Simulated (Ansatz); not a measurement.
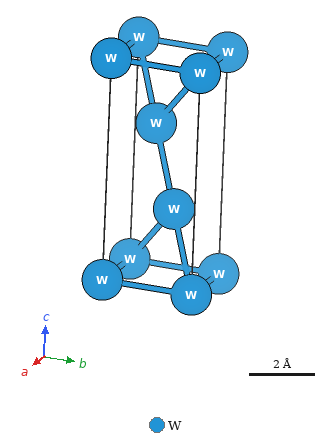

The structure as given in the input (ball-and-stick view of the reduced cell, seen slightly off an axis).

# Geometry relaxation, with input and output: W

- system: W (3 atoms in the cell)
- method: DFT PBE, scalar-relativistic, plane waves, PAW, no spin polarisation (Ansatz 0.2.0)

The structure derives from a Materials Project entry. It belongs to a series of runs on one base structure; here: film's bulk on the substrate's plane, third vector and atoms relaxed.

## What the program printed
```
basis.fft_grid_basis auto: the FFT boxes are laid along the combinations [[1, 0, 3], [1, 1, 1], [0, 0, 1]] of the cell's own vectors, 2.784, 6.885 and 2.740 Å long. The dense box has 25×48×20 points. Along the cell's own vectors, as sized, it would have 54×54×20, 2.43 times as many. Of the 12 symmetry operations that the crystal satisfies within crystal.symmetry.tolerance (time reversal apart; of a slab, those that keep its plane) the dense box along the cell's own vectors carries 12, and the one as laid loses 10 of those. basis.fft_grid_basis: typed keeps the cell's own vectors: state it where this run's energies or levels are differenced outside the engine with another run's, or held beside a run that keeps those vectors.
Engine: ansatz 0.2.0, aarch64-unknown-linux-gnu
Pseudopotentials: kind: paw
Pseudopotential: W, paw, valence charge 14, recommended cutoff 420 eV (normal), W.paw.azcp
Functional definition: PBE
  parameter kappa = 0.804
  parameter beta = 0.06672455060314922
  exchange = pbe_x(kappa = kappa, mu = beta*pi^2/3)
  correlation = pbe_c(beta = beta)
Crystal: 3 atoms, lattice volume = 48.089 Å³
Basis set: ecut = 420 eV, 949 PW (Γ), FFT grids on a1+3a3, a1+a2+a3, a3, exchange–correlation on 50×96×40 points (8 copies of the dense FFT grid, shifted against one another)
Bands: 26, of which v1, the nominal top of the filled ones, is band 21 counted from 1 (20 counted from 0)
Symmetry: 12 space group operations
Space group: R-3m (ITA 166), of the structure as read, at distance tolerance 3.6e-5 Å
k-points: 383 of 1296
Non-local potential: W, projectors of the file, l = 0: 3, l = 1: 2, l = 2: 2, l = 3: 1
PAW form: soft (Blöchl's): semilocal exchange-correlation on the pseudo side does not see the compensation charge
PAW one-centre angular grid: W, 590 points (default); XC on 64 Gauss nodes
Initial density: superposition of atomic densities (neutral atoms: chi_scale 0, normalization atom), corrected by the library's trained network
Initial wavefunctions: pseudopotential atomic-orbital guess
Functional: x = pbe(κ = 0.804, μ = 0.2195149727645171), c = pbe(β = 0.06672455060314922)
SCF iter   1: F=—  HF=-31154.459716 eV  |F-HF|=—  |Δ(HF+E_count)|=         —  Δρ=1.88e-3  dr2=7.06e-4  ethr=1.77e-3  ⟨swp⟩=4.9  Hψ=40477  notcnv=0
preconditioner: auto → Kerker (q_TF=auto, 2.667 Å⁻¹)  [metal: Δε(μ)=0.017 eV  Ē_g=5.424 eV  σ=0.100 eV  W_gap=0.09  n_scr=12 (ndim 8)  ℏωp=22.7 eV  f_vac=0.000  D(μ)=1.79/eV (n_scr^D=12)]
SCF iter   2: F=—  HF=-31154.459954 eV  |F-HF|=—  |Δ(HF+E_count)|=   2.38e-4  Δρ=1.07e-3  dr2=2.34e-4  ethr=1.68e-6  ⟨swp⟩=2.2  Hψ=20685  notcnv=0
SCF iter   3: F=—  HF=-31154.460015 eV  |F-HF|=—  |Δ(HF+E_count)|=   6.11e-5  Δρ=1.11e-4  dr2=2.24e-6  ethr=5.58e-7  ⟨swp⟩=2.0  Hψ=16351  notcnv=0
SCF iter   4: F=—  HF=-31154.460000 eV  |F-HF|=—  |Δ(HF+E_count)|=   1.57e-5  Δρ=2.60e-5  dr2=1.69e-7  ethr=5.33e-9  ⟨swp⟩=2.8  Hψ=17958  notcnv=0
iter 5 did not close the SCF: its close was put off for the readings that it lacked (scf_convergence_deferred on its scf_iter line)
SCF iter   5: F=-31154.460000 eV  HF=-31154.460000 eV  |F-HF|=1.20e-10  |Δ(HF+E_count)|=   3.26e-8  Δρ=3.81e-6  dr2=3.97e-9  ethr=4.01e-10  ⟨swp⟩=1.6  Hψ=12123  notcnv=0
SCF iter   6: F=-31154.460000 eV  HF=-31154.460000 eV  |F-HF|=1.09e-11  |Δ(HF+E_count)|=  3.82e-10  Δρ=3.62e-7  dr2=2.59e-11  ethr=9.44e-12  ⟨swp⟩=3.3  Hψ=30906  notcnv=0
SCF 1 converged in 6 iterations: F = -31154.460000 eV  dr2 = 2.59e-11
  greatest PAW one-centre occupation: 1.000 electrons in one spin orbital (limit 2), on the W atom at site 2 (counted from 0), in its partial waves of l = 0
relax step   1: F+E_penalty+E_count = -31154.45999962 eV  Δ(F+E_penalty+E_count) = +0.000e0 eV  max|allowed force component| = 6.558e-27 eV/Å  Δτ_max = 0.0000 Å  P = +2.060 GPa  Ω = 48.089 Å³  fix = [a, b, gamma]  reactions: a +3.066, b +4.599 GPa; gamma -0.885 GPa/rad  (6 SCF iters, dr2 threshold 1.00e-7 eV, accepted)
Crystal: 3 atoms, lattice volume = 47.658 Å³
Basis set: ecut = 420 eV, 933 PW (Γ), FFT grids on a1+3a3, a1+a2+a3, a3, exchange–correlation on 50×96×40 points (8 copies of the dense FFT grid, shifted against one another)
Initial density: handed on by an earlier stage of this run
Initial wavefunctions: those handed on with the density
iter 1 solved again at ethr=1.29e-6 eV; its pass at ethr=3.10e-3 eV (dr2=5.44e-4 eV) is discarded
SCF iter   1: F=—  HF=-31154.458851 eV  |F-HF|=—  |Δ(HF+E_count)|=         —  Δρ=1.47e-3  dr2=6.79e-4  ethr=1.29e-6  ⟨swp⟩=2.6  Hψ=56031  notcnv=0
preconditioner: auto → Kerker (q_TF=auto, 2.671 Å⁻¹)  [metal: Δε(μ)=0.007 eV  Ē_g=5.476 eV  σ=0.100 eV  W_gap=0.04  n_scr=12 (ndim 8)  ℏωp=22.8 eV  f_vac=0.000  D(μ)=1.63/eV (n_scr^D=12)]
SCF iter   2: F=—  HF=-31154.458724 eV  |F-HF|=—  |Δ(HF+E_count)|=   1.27e-4  Δρ=8.59e-4  dr2=2.41e-4  ethr=1.29e-6  ⟨swp⟩=1.0  Hψ=9962  notcnv=0
SCF iter   3: F=—  HF=-31154.458642 eV  |F-HF|=—  |Δ(HF+E_count)|=   8.18e-5  Δρ=7.23e-5  dr2=1.16e-6  ethr=5.74e-7  ⟨swp⟩=2.3  Hψ=13712  notcnv=0
SCF iter   4: F=-31154.458643 eV  HF=-31154.458643 eV  |F-HF|=5.94e-9  |Δ(HF+E_count)|=   1.49e-7  Δρ=9.70e-6  dr2=1.45e-8  ethr=7.14e-10  ⟨swp⟩=6.0  Hψ=40149  notcnv=0
SCF 2 converged in 4 iterations: F = -31154.458643 eV  dr2 = 1.45e-8
relax step   2: F+E_penalty+E_count = -31154.45864257 eV  Δ(F+E_penalty+E_count) = +1.357e-3 eV  max|allowed force component| = 1.021e-27 eV/Å  Δτ_max = 0.0000 Å  P = +4.854 GPa  Ω = 47.658 Å³  energy of the carried Pulay correction = +2.021e-4 eV  fix = [a, b, gamma]  (4 SCF iters, dr2 threshold 3.00e-7 eV, rejected (line search))
Crystal: 3 atoms, lattice volume = 47.938 Å³
Basis set: ecut = 420 eV, 941 PW (Γ), FFT grids on a1+3a3, a1+a2+a3, a3, exchange–correlation on 50×96×40 points (8 copies of the dense FFT grid, shifted against one another)
iter 1 solved again at ethr=4.73e-7 eV; its pass at ethr=3.10e-3 eV (dr2=1.99e-4 eV) is discarded
SCF iter   1: F=—  HF=-31154.460897 eV  |F-HF|=—  |Δ(HF+E_count)|=         —  Δρ=9.49e-4  dr2=2.85e-4  ethr=4.73e-7  ⟨swp⟩=2.7  Hψ=54570  notcnv=0
preconditioner: auto → Kerker (q_TF=auto, 2.669 Å⁻¹)  [metal: Δε(μ)=0.007 eV  Ē_g=5.445 eV  σ=0.100 eV  W_gap=0.04  n_scr=12 (ndim 8)  ℏωp=22.8 eV  f_vac=0.000  D(μ)=1.74/eV (n_scr^D=12)]
SCF iter   2: F=—  HF=-31154.460844 eV  |F-HF|=—  |Δ(HF+E_count)|=   5.27e-5  Δρ=5.49e-4  dr2=9.89e-5  ethr=4.73e-7  ⟨swp⟩=1.0  Hψ=9975  notcnv=0
SCF iter   3: F=—  HF=-31154.460807 eV  |F-HF|=—  |Δ(HF+E_count)|=   3.71e-5  Δρ=4.70e-5  dr2=5.72e-7  ethr=2.36e-7  ⟨swp⟩=2.3  Hψ=13554  notcnv=0
SCF iter   4: F=—  HF=-31154.460807 eV  |F-HF|=—  |Δ(HF+E_count)|=   1.87e-7  Δρ=7.60e-6  dr2=8.36e-9  ethr=1.36e-9  ⟨swp⟩=2.4  Hψ=16963  notcnv=0
SCF iter   5: F=—  HF=-31154.460807 eV  |F-HF|=—  |Δ(HF+E_count)|=   2.70e-9  Δρ=7.91e-7  dr2=1.27e-10  ethr=1.99e-11  ⟨swp⟩=2.3  Hψ=15697  notcnv=0
SCF iter   6: F=-31154.460807 eV  HF=-31154.460807 eV  |F-HF|=7.28e-12  |Δ(HF+E_count)|=  7.28e-11  Δρ=1.07e-7  dr2=2.18e-12  ethr=1.00e-12  ⟨swp⟩=4.1  Hψ=30788  notcnv=0
the search or the solves at the SCF's close seem to have found levels that the self-consistency loop had missed (the run counts 1). By its estimate they hold under 1e-12 electrons; where the run keeps them, the occupations were computed again with them
SCF 3 converged in 6 iterations: F = -31154.460807 eV  dr2 = 2.18e-12
relax step   3: F+E_penalty+E_count = -31154.46080724 eV  Δ(F+E_penalty+E_count) = -8.076e-4 eV  max|allowed force component| = 1.560e-27 eV/Å  Δτ_max = 0.0000 Å  P = +3.027 GPa  Ω = 47.938 Å³  energy of the carried Pulay correction = +7.095e-5 eV  fix = [a, b, gamma]  reactions: a +3.656, b +5.484 GPa; gamma -1.055 GPa/rad  (6 SCF iters, accepted)
Initial wavefunctions: pseudopotential atomic-orbital guess (no wavefunctions were taken with the density)
iter 1 solved again at ethr=7.07e-9 eV; its pass at ethr=3.10e-3 eV (dr2=2.97e-6 eV) is discarded
SCF iter   1: F=—  HF=-31154.460748 eV  |F-HF|=—  |Δ(HF+E_count)|=         —  Δρ=1.07e-5  dr2=7.49e-9  ethr=7.07e-9  ⟨swp⟩=4.0  Hψ=70292  notcnv=0
preconditioner: auto → Kerker (q_TF=auto, 2.669 Å⁻¹)  [metal: Δε(μ)=0.033 eV  Ē_g=5.444 eV  σ=0.100 eV  W_gap=0.18  n_scr=12 (ndim 8)  ℏωp=22.8 eV  f_vac=0.000  D(μ)=1.73/eV (n_scr^D=12)]
SCF iter   2: F=—  HF=-31154.460740 eV  |F-HF|=—  |Δ(HF+E_count)|=   8.05e-6  Δρ=5.62e-6  dr2=2.05e-9  ethr=1.78e-11  ⟨swp⟩=2.3  Hψ=16672  notcnv=0
SCF iter   3: F=-31154.460740 eV  HF=-31154.460740 eV  |F-HF|=1.09e-11  |Δ(HF+E_count)|=   1.03e-9  Δρ=3.58e-7  dr2=1.21e-11  ethr=1.00e-12  ⟨swp⟩=4.2  Hψ=43897  notcnv=0
SCF 4 converged in 3 iterations: F = -31154.460740 eV  dr2 = 1.21e-11
relax step   4: F+E_penalty+E_count = -31154.46073957 eV  Δ(F+E_penalty+E_count) = +6.767e-5 eV  max|allowed force component| = 1.975e-27 eV/Å  Δτ_max = 0.0000 Å  P = +3.027 GPa  Ω = 47.938 Å³  fix = [a, b, gamma]  reactions: a +3.656, b +5.485 GPa; gamma -1.056 GPa/rad  stress off target by 6.11e-2 GPa on what of the cell is left free  SCF on the basis re-selected at this cell (its energy is not comparable with the rows above)  (3 SCF iters)
```

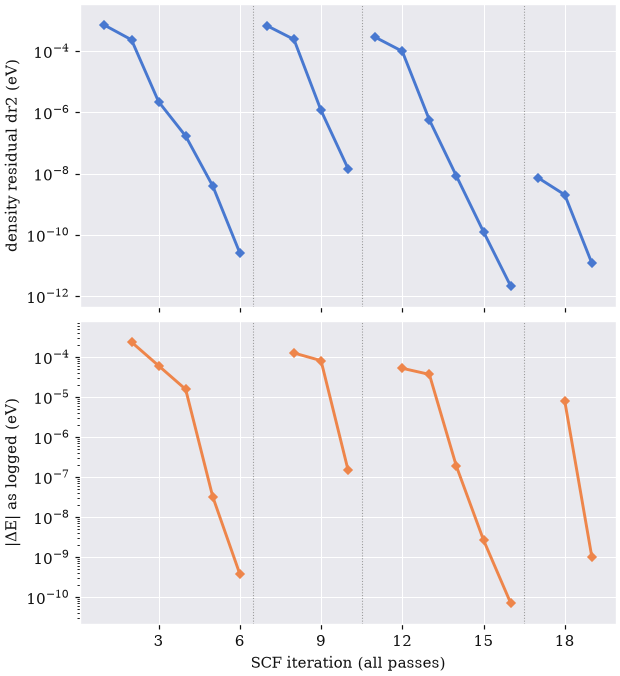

Convergence of the self-consistent field: density residual dr2 and size of the energy change against the SCF iteration. The dotted lines part the SCF passes of the relaxation: geometry steps, rejected trials and re-solves on a re-selected basis. The passes take 6, 4, 6 and 3 iterations.

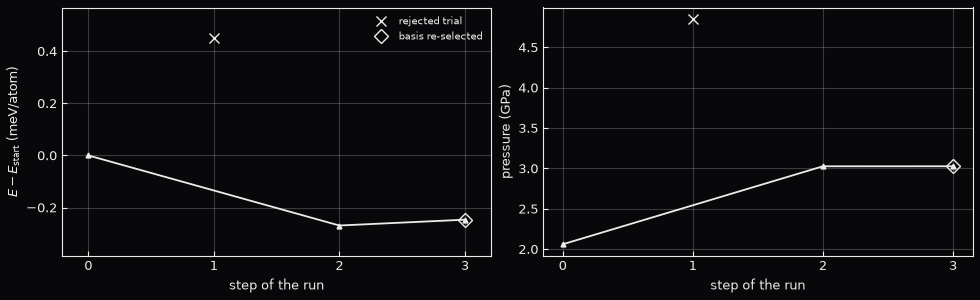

Progress of the relaxation, step by step (the first geometry is step 0 here and step 1 in the log). The atoms keep their places relative to the cell (all moves are under 0.005 Å). The volume changes by −0.3 %, with a stays at 2.740 Å, b 2.784 → 2.775 Å (−0.3 %), c stays at 6.885 Å. Distances before and after: W1–W1 2.784 → 2.775 Å. The space group stays R-3m (No. 166). The energy falls by 0.3 meV per atom in 2 geometry steps. All forces vanish by symmetry, so only the cell relaxes. The pressure goes from 2.06 to 3.03 GPa. The line search rejected the trial step at point 1 (counted from 0) and went back. A last SCF at the same geometry on a re-selected plane-wave basis shifts the energy by +0.0 meV per atom. (Atoms are counted from 1 in the order of the input.)

```
basis re-selected at this cell: Δ(F+E_penalty+E_count) = +6.767e-5 eV, ΔP = +0.000 GPa vs the last step (what re-selecting the basis moved, of the pressure what is left beyond the Pulay correction that the steps carried, after the strain that the cell walked since its last selection, with what the two solves' SCF thresholds leave and, on support functions, any second-order correction that the steps lacked; it is no measure of the basis error at this ecutwfc). This SCF's stress stands 6.11e-2 GPa from its target on what of the cell is left free (relax.cell.stress_tol is 1.00e-1 GPa) and its largest allowed force component is 1.97e-27 eV/Å (relax.f_tol is 1.00e-2 eV/Å): within both
SCF converged after 3 iterations
Free energy (F): -31154.460740 eV
Harris-Foulkes:  -31154.460740 eV  (|F-HF|=1.09e-11)
Internal energy: -31154.452070 eV  (E = F + TS)
E sigma→0 (E₀):  -31154.456405 eV
Entropy (-TS):   -0.008670 eV (-2.890 meV/atom)
Fermi energy:    22.424687 eV
--- Per-component energies (eV) ---
  E_band       = -252.425328
  E_kinetic    = 1350.000933
  E_local      = -1812.606773  (includes V_loc(G=0)·N_el)
  E_nonlocal   = 0.930423
  E_hartree    = 650.298774
  E_xc         = -801.011171
  E_vxc        = -716.618906  (∫ρ·V_xc dr)
  E_paw        = -25687.292832  (= ΣΔE_a)
  E_vpaw       = -374.728441  (= ΣTr[D̂ρ^β])
  E_aug_tail   = -0.000178  (compensation charges beyond the density's cutoff)
  E_ewald      = -4854.771246
  E_smearing   = -0.008670  (= −TS)
  E_closure    = 0.000000  (closes the sum)
  Σ components = -31154.460740   (vs F -31154.460740, Δ=0.00e0)
--- Forces (eV/Å), atoms counted from 1 ---
  atom   1  W      0.00000000     0.00000000     0.00000000
  atom   2  W      0.00000000     0.00000000     0.00000000
  atom   3  W      0.00000000     0.00000000     0.00000000
  max |Σ_I F_I| component: 2.96e-27 eV/Å
--- Stress (GPa, compression-positive) ---
        4.570611       0.000000       0.000002
        0.000000       4.570609       0.000000
        0.000002       0.000000      -0.061099
  P = ⅓ Tr σ = 3.0267 GPa (30.267 kbar)
--- Band table (eV; the first three rows and the last of 383) ---
  k-point 0: bands = ["-51.6977", "-51.5967", "-51.5967", "-16.2780", "-16.2780", "-15.6333", "-15.6333", "-15.3330", "-15.3215", "-15.3215", "-15.2970", "-15.2970", "12.8331", "16.0697", "16.0697", "19.3989", "19.3989", "20.9901", "20.9901", "21.1016", "21.1016", "21.3683", "24.3404", "24.3404", "24.6569", "24.6569"]
  k-point 1: bands = ["-51.6923", "-51.5934", "-51.5934", "-16.2732", "-16.2732", "-15.6513", "-15.6513", "-15.3949", "-15.3514", "-15.3514", "-15.3045", "-15.3045", "13.0499", "16.2716", "16.2716", "19.4952", "19.4952", "20.7250", "20.7250", "20.9964", "20.9964", "21.6106", "23.9942", "23.9942", "24.5768", "24.5768"]
  k-point 2: bands = ["-51.6770", "-51.5841", "-51.5841", "-16.2672", "-16.2672", "-15.7097", "-15.7097", "-15.5623", "-15.4147", "-15.4147", "-15.3277", "-15.3277", "13.6670", "16.7936", "16.7936", "19.5545", "19.5545", "20.3769", "20.3769", "20.6796", "20.6796", "22.3385", "23.4750", "23.4750", "24.4588", "24.4588"]
  k-point 382: bands = ["-51.5833", "-51.5793", "-51.5616", "-16.4784", "-16.4021", "-16.2978", "-15.9718", "-15.6815", "-15.6801", "-15.4625", "-15.3429", "-15.3140", "16.2368", "16.3979", "17.8397", "19.0136", "19.1991", "19.3179", "20.3183", "21.3084", "22.0368", "24.3409", "24.6011", "24.7997", "25.5578", "25.6008"]
--- Relaxed structure (3 steps of the walk, 2 accepted, 1 SCFs on fresh bases) ---
  F+E_penalty+E_count = -31154.46073957 eV   max|allowed force component| = 1.975e-27 eV/Å   (the final SCF, on the basis selected at the relaxed cell)
  cell:  # Å, volume = 47.9375 Å³
    - [7.7358807789, -2.886755506064123e-11, -4.021315307932619e-8]
    - [-3.867940389425, 6.699469275114434, 2.0106576546704042e-8]
    - [-2.5786269311234347, 9.62251934673548e-12, 0.9249654047457275]
  atoms:
    - { symbol: W, position: [0.33333333333333326, 0.6666666666666665, -2.5242839146332074e-25] }
    - { symbol: W, position: [0.0, 0.0, 0.0] }
    - { symbol: W, position: [0.6666666666666665, 0.3333333333333332, -3.308722450212111e-24] }
```

## Trajectory as extended XYZ (Å, eV, eV/Å), 4 frames, from step=1 to step=4
```
3
Lattice="7.7359 0.0000 0.0000 -3.8679 6.6995 0.0000 -2.5786 0.0000 0.9279" Properties=species:S:1:pos:R:3:forces:R:3 step=1 energy=-31154.46000 pressure_GPa=2.06
W     0.0000    4.4663    0.0000    0.0000   0.0000   0.0000
W     0.0000    0.0000    0.0000    0.0000   0.0000   0.0000
W     3.8679    2.2332    0.0000    0.0000   0.0000   0.0000
3
Lattice="7.7359 0.0000 0.0000 -3.8679 6.6995 0.0000 -2.5786 0.0000 0.9196" Properties=species:S:1:pos:R:3:forces:R:3 step=2 energy=-31154.45864 pressure_GPa=4.85 accepted=F
W     0.0000    4.4663    0.0000    0.0000   0.0000   0.0000
W     0.0000    0.0000    0.0000    0.0000   0.0000   0.0000
W     3.8679    2.2332    0.0000    0.0000   0.0000   0.0000
3
Lattice="7.7359 0.0000 0.0000 -3.8679 6.6995 0.0000 -2.5786 0.0000 0.9250" Properties=species:S:1:pos:R:3:forces:R:3 step=3 energy=-31154.46081 pressure_GPa=3.03
W     0.0000    4.4663    0.0000    0.0000   0.0000   0.0000
W     0.0000    0.0000    0.0000    0.0000   0.0000   0.0000
W     3.8679    2.2332    0.0000    0.0000   0.0000   0.0000
3
Lattice="7.7359 0.0000 0.0000 -3.8679 6.6995 0.0000 -2.5786 0.0000 0.9250" Properties=species:S:1:pos:R:3:forces:R:3 step=4 energy=-31154.46074 pressure_GPa=3.03
W     0.0000    4.4663    0.0000    0.0000   0.0000   0.0000
W     0.0000    0.0000    0.0000    0.0000   0.0000   0.0000
W     3.8679    2.2332    0.0000    0.0000   0.0000   0.0000
```

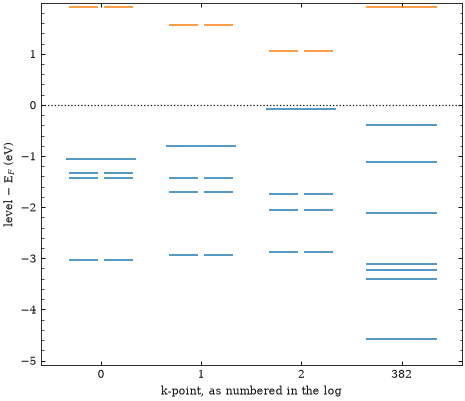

Kohn–Sham levels near the Fermi level (dotted) at the few k-points that the log prints; levels within 0.02 eV of each other stand side by side. The system is metallic on the full mesh.

This output came from the following input.

## The input
```yaml
crystal:
  lattice:
    - [7.7358807789, 0.0, 0.0]
    - [-3.8679403894, 6.6994692751, 0.0]
    - [-2.5786269263, 0.0, 0.9278932998]
  atoms:
    - { symbol: W, position: [0.3333333333, 0.6666666667, 0.0] }
    - { symbol: W, position: [0.0, 0.0, 0.0] }
    - { symbol: W, position: [0.6666666667, 0.3333333333, 0.0] }
basis:
  ecutwfc: 420
kpoints:
  mp_grid: { grid: [6, 6, 36] }
hamiltonian:
  xc: pbe
scf:
  occupations: { method: gaussian, width: 0.1 }
output:
  forces: true
  stress: true
  eigenvalues: true
relax:
  adjacent_minimum: "off"
  f_tol: 0.01
  max_steps: 50
  cell: { fix: [a, b, gamma], stress_tol: 0.1 }
```

Launched with:
```bash
ansatz run input.yaml --threads 8 --pin off --max-ram 20480MiB --backend cpu --events-out ev --progress --plain --runs-dir out
```

## Summary

```tsv
quantity	value
outcome	converged
space group (tolerance 0.01 Å)	R-3m (166)
electrons treated	42
free energy	−31154.4607 eV
Fermi energy	22.425 eV
gap on the k-point mesh	none (metallic)
pressure	3.03 GPa
final volume	47.94 Å³
largest force (length of the vector) at the end	under 0.001 eV/Å
final cell	a = 7.736 Å, b = 7.736 Å, c = 2.740 Å, α = 61.92°, β = 160.27°, γ = 120.00°
hardware	8 threads of Arm Neoverse N1, 54 GiB of memory available, shared host
wall time	27 s (CPU time 3.3 min)
peak memory	0.7 GiB
```

## Remarks

Spin–orbit coupling is left out, which matters for W.
